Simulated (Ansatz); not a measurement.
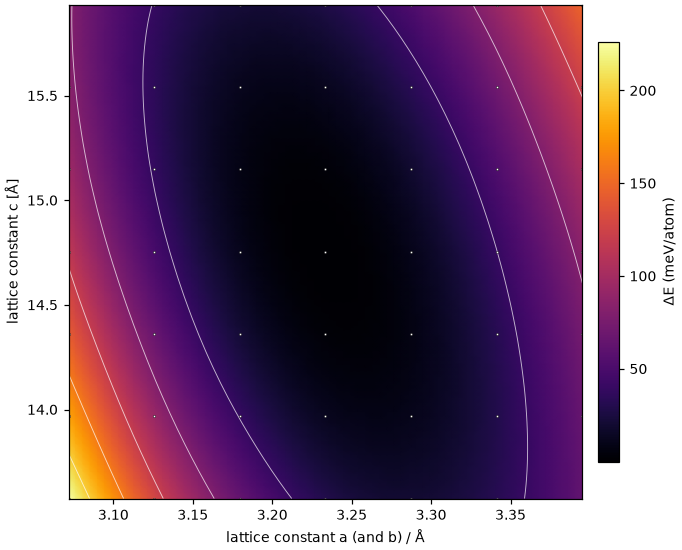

SnO₂ (R-3m, No. 166; 3 atoms in the cell). The energy is mapped over the lattice constants a and c of the conventional cell. First axis: lattice constant a (and b). Second axis: lattice constant c. Nothing is relaxed (fractional coordinates fixed). The grid has 7 × 7 points. Points are written as (first, second). Energies are in meV/atom, from the lowest grid point. This map comes from DFT PBE, scalar-relativistic, plane waves, PAW in Ansatz 0.2.0. Settings: cutoff 520 eV, k-mesh 12×12×12, gaussian smearing 0.05 eV, no spin polarisation.

In the figure: a smooth colour map with a few white contour lines, dots at the grid points. Between grid points the surface is interpolated.

The lowest grid point is at (3.234 Å, 14.755 Å). It is the only kind of minimum in the scanned range. The highest grid point, (3.072 Å, 13.574 Å), lies 226 meV/atom above the lowest. Round the minimum the valley is somewhat tilted: raising lattice constant a (and b) shifts the best value of lattice constant c downwards (coupling k₁₂/√(k₁₁k₂₂) about 0.5). The gap on the k-mesh is 2.0 eV at the lowest point and runs from 1.0 to 3.2 eV over the map.

The level of theory is changed to DFT PBEsol, scalar-relativistic, plane waves, PAW (Ansatz); with it change the cell, relaxed at the new level (first cell vector 4.784 Å, before 5.261 Å); the new grid has 7 × 7 points, laid about the new relaxed structure.

What will the new map look like?

The minimum (interpolated where it lies between grid points) moves from (3.234 Å, 14.755 Å) to (3.211 Å, 13.231 Å). The curvature at the minimum changes by less than a tenth (about 24) eV/Å² along lattice constant a (and b) and from about 0.12 to 0.15 eV/Å² along lattice constant c (per cell). In the new map: the gap on the k-mesh is 1.8 eV at the lowest point and runs from 0.7 to 3.1 eV over the map.

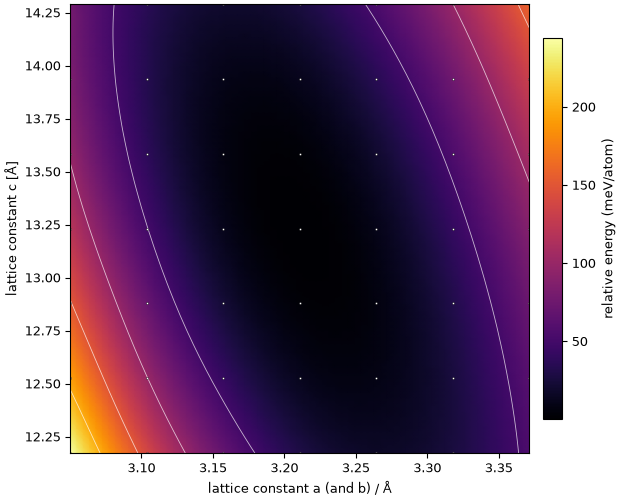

The map after the change, on a colour scale of its own. The picture shows a smooth colour map with a few white contour lines, dots at the grid points. Between grid points the surface is interpolated.

PAW datasets: the set soft_1.
